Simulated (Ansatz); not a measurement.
## Single-point calculation of V3Si (part 1 of 2)

The run: single-point calculation of V3Si (8 atoms in the cell). Method and program: DFT PBE, scalar-relativistic, plane waves, PAW, spin-polarised (Ansatz 0.2.0).

The structure derives from an entry of the Crystallography Open Database. Figures and captions count atoms from 1; the log counts them from 0 in places.

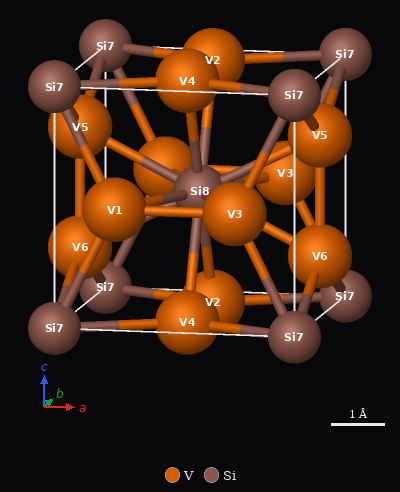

Fig. 1: The structure (ball-and-stick view of the cell of the calculation, seen slightly off an axis; atoms are numbered from 1 in the order of the input). Near neighbours in the crystal (not all of them lie inside the picture): V has 4 Si at 2.63 Å and 2 V at 2.35 Å; Si has 12 V at 2.63 Å.

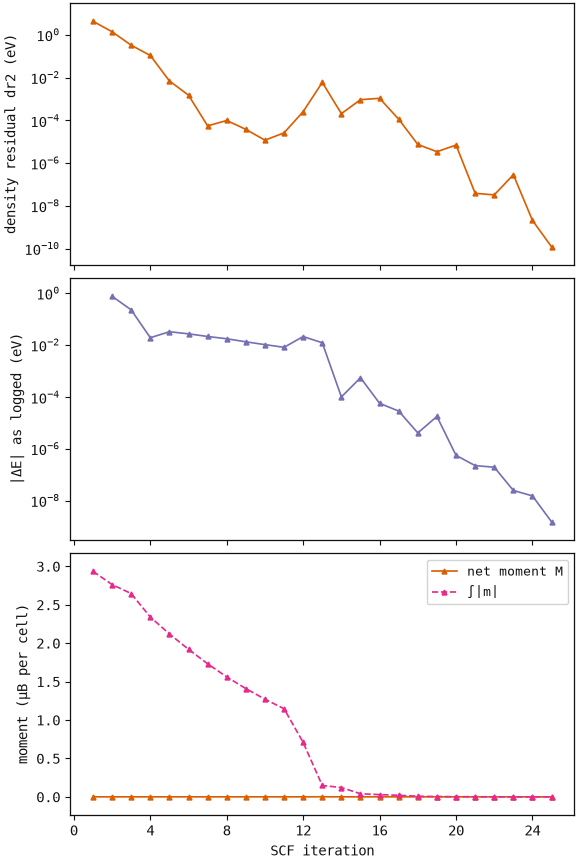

Fig. 2: Convergence of the self-consistent field: density residual dr2, size of the energy change and magnetic moment against the SCF iteration. The residual falls unevenly and jumps up by a factor of two or more 6 times on the way down. The net moment stays at 0.0 μB per cell, and ∫|m| falls to zero.

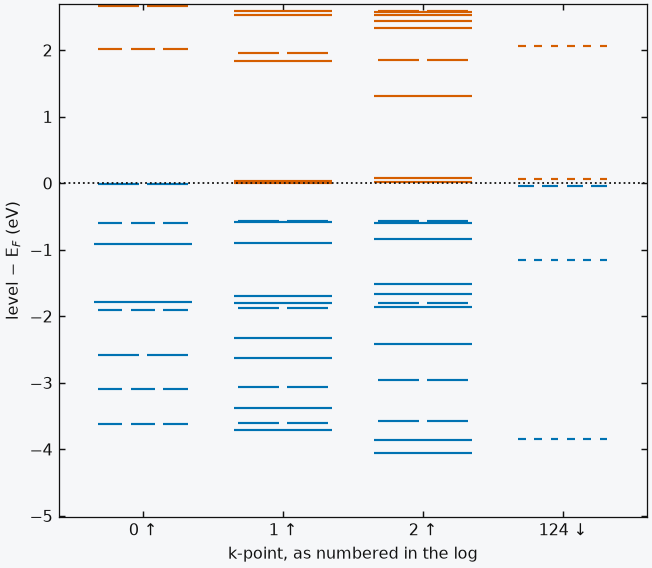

Fig. 3: Kohn–Sham levels near the Fermi level (dotted) at the few k-points that the log prints; levels within 0.02 eV of each other stand side by side. The system is metallic on the full mesh.

The input and output of the run follow.

Input file
```yaml
crystal:
  lattice:
    - [4.7007736044, 0.0, 0.0]
    - [0.0, 4.7007736044, 0.0]
    - [0.0, 0.0, 4.7007736044]
  atoms:
    - { symbol: V, position: [0.25, 0.0, 0.5], spin: 1.0 }
    - { symbol: V, position: [0.5, 0.75, 0.0], spin: 1.0 }
    - { symbol: V, position: [0.75, 0.0, 0.5], spin: 1.0 }
    - { symbol: V, position: [0.5, 0.25, 0.0], spin: -1.0 }
    - { symbol: V, position: [0.0, 0.5, 0.75], spin: -1.0 }
    - { symbol: V, position: [0.0, 0.5, 0.25], spin: -1.0 }
    - { symbol: Si, position: [0.0, 0.0, 0.0] }
    - { symbol: Si, position: [0.5, 0.5, 0.5] }
basis:
  ecutwfc: 420
  ecutrho_ratio: 4
kpoints:
  mp_grid: { grid: [8, 8, 8] }
hamiltonian:
  xc: pbe
scf:
  occupations: { method: gaussian, width: 0.05 }
  lower_state_search: "off"
output:
  forces: true
  stress: true
  eigenvalues: true
  populations: true
magnetization:
  spin_polarized: true
```

Launched with:
```bash
ansatz run input.yaml --threads 4 --pin off --max-ram 10240MiB --backend cpu --events-out ev --progress --plain --runs-dir out
```

Log
```
Engine: ansatz 0.2.0, x86_64-unknown-linux-gnu
Pseudopotentials: kind: paw
Pseudopotential: V, paw, valence charge 13, recommended cutoff 420 eV (normal), V.paw.azcp
Pseudopotential: Si, paw, valence charge 4, recommended cutoff 420 eV (normal), Si.paw.azcp
Functional definition: PBE
  parameter kappa = 0.804
  parameter beta = 0.06672455060314922
  exchange = pbe_x(kappa = kappa, mu = beta*pi^2/3)
  correlation = pbe_c(beta = beta)
Crystal: 8 atoms, lattice volume = 103.874 Å³
Basis set: ecut = 420 eV, 2007 PW (Γ), exchange–correlation on 64×64×64 points (8 copies of the dense FFT grid, shifted against one another)
Bands: 56, of which v1, the nominal top of the filled ones, is band 43 counted from 1 (42 counted from 0)
Symmetry: 4 space group operations
Space group: Pmm2 (ITA 25), of the structure as read, at distance tolerance 4.7e-5 Å
Magnetic group: BNS 105.214 (UNI 874), of the structure as read, at distance tolerance 4.7e-5 Å
k-points: 125 of 512 (time reversal used)
Non-local potential: V, projectors of the file, l = 0: 3, l = 1: 2, l = 2: 3, l = 3: 1
Non-local potential: Si, projectors of the file, l = 0: 2, l = 1: 2, l = 2: 2
PAW form: soft (Blöchl's): semilocal exchange-correlation on the pseudo side does not see the compensation charge
PAW one-centre angular grid: V, 590 points (default); XC on 64 Gauss nodes
PAW one-centre angular grid: Si, 110 points (default); XC on 64 Gauss nodes
Initial density: superposition of atomic densities (chi_scale 0.1, normalization cell)
Starting moments: Σ|m| = 6 μB on 6 of 8 sites
Starting magnetic order: altermagnet, d-wave, planar spin-momentum locking; spin-degenerate planes through Γ normal to [1 0 -1], [1 0 1] of the run's lattice
Initial wavefunctions: pseudopotential atomic-orbital guess
Functional: x = pbe(κ = 0.804, μ = 0.2195149727645171), c = pbe(β = 0.06672455060314922)
```
